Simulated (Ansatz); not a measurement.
HPt$_{6}$S$_{12}$ (cell with a defect)

Input

```
crystal:
  lattice:
    - [0.0, -6.2064721004, 0.0]
    - [5.3749625069, 3.1032360502, 0.0]
    - [0.0, 0.0, 9.3245486798]
  atoms:
    - { symbol: Pt, position: [0.6666666667, 0.3333333333, 0.0] }
    - { symbol: Pt, position: [0.6666666667, 0.3333333333, 0.5] }
    - { symbol: Pt, position: [0.0, 0.0, 0.0] }
    - { symbol: Pt, position: [0.0, 0.0, 0.5] }
    - { symbol: Pt, position: [0.3333333333, 0.6666666667, 0.0] }
    - { symbol: Pt, position: [0.3333333333, 0.6666666667, 0.5] }
    - { symbol: S, position: [0.3333333333, 0.3333333333, 0.1293758707] }
    - { symbol: S, position: [0.3333333333, 0.3333333333, 0.6293758707] }
    - { symbol: S, position: [0.6666666667, 0.0, 0.1293758707] }
    - { symbol: S, position: [0.6666666667, 0.0, 0.6293758707] }
    - { symbol: S, position: [0.0, 0.6666666667, 0.1293758707] }
    - { symbol: S, position: [0.0, 0.6666666667, 0.6293758707] }
    - { symbol: S, position: [0.6666666667, 0.6666666667, 0.3706241293] }
    - { symbol: S, position: [0.6666666667, 0.6666666667, 0.8706241293] }
    - { symbol: S, position: [0.0, 0.3333333333, 0.3706241293] }
    - { symbol: S, position: [0.0, 0.3333333333, 0.8706241293] }
    - { symbol: S, position: [0.3333333333, 1.0, 0.3706241293] }
    - { symbol: S, position: [0.3333333333, 1.0, 0.8706241293] }
    - { symbol: H, position: [-0.0186994806, -0.0087294947, 0.2446370648] }
basis:
  ecutwfc: 420
  xc_grid: 2
kpoints:
  mp_grid: { grid: [4, 4, 3], shift: [0.0, 0.0, 0.0] }
hamiltonian:
  xc: pbe
  dispersion: d3bj
scf:
  occupations: { method: gaussian, width: 0.1 }
output:
  forces: true
  stress: false
  eigenvalues: true
  write_density: true
  write_potential: true
  elf: true
  volumetric_format: npy
relax:
  adjacent_minimum: "off"
  f_tol: 0.02
  max_steps: 60
```

Command:

```sh
ansatz run input.yaml --threads 4 --pin off --max-ram 8192MiB --backend cpu --events-out ev --progress --plain --runs-dir out
```

The fields are those of the relaxed geometry.

Computed without spin polarisation.

Theory: DFT PBE+D3(BJ), scalar-relativistic, plane waves, PAW (Ansatz).

### What will maps of the valence pseudo-density and electron localisation function show?

S–H (1.57 Å): ρ is about 1.1 e/Å³ halfway; the ELF climbs to about 0.95 towards the hydrogen, as it does in any bond to H.
Pt–S (2.42 Å): ρ is about 0.63 e/Å³ halfway; the ELF peaks at about 0.85 in the valence shell of S, 0.8 Å from its nucleus, and is about 0.45 at the midpoint.

### Does the calculation make it a metal, or give it a gap?

It is gapless in this calculation (a metal or semimetal).

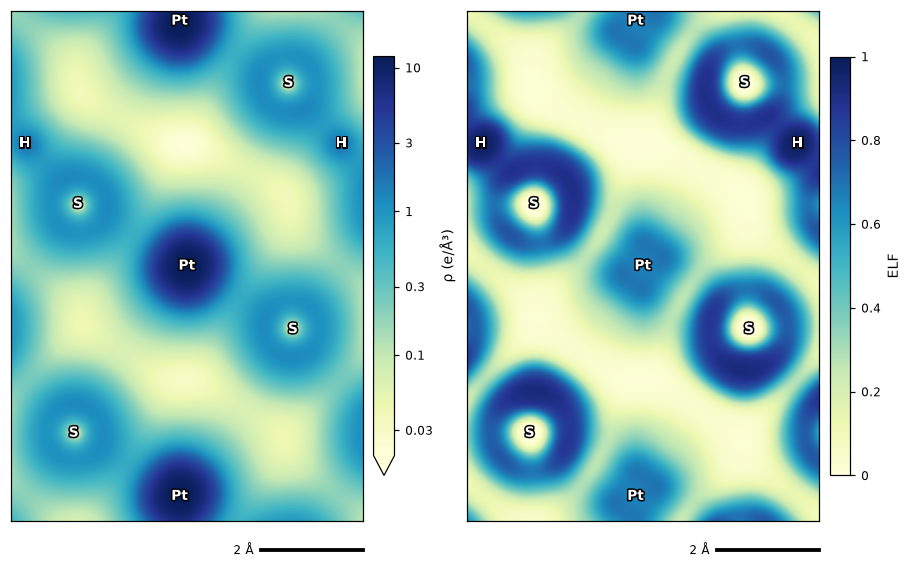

Computed valence pseudo-density and electron localisation function on the (100) plane of the calculation cell, in this order. 

Core electrons are frozen (PAW), and the valence fields are smoothed inside the atomic spheres.
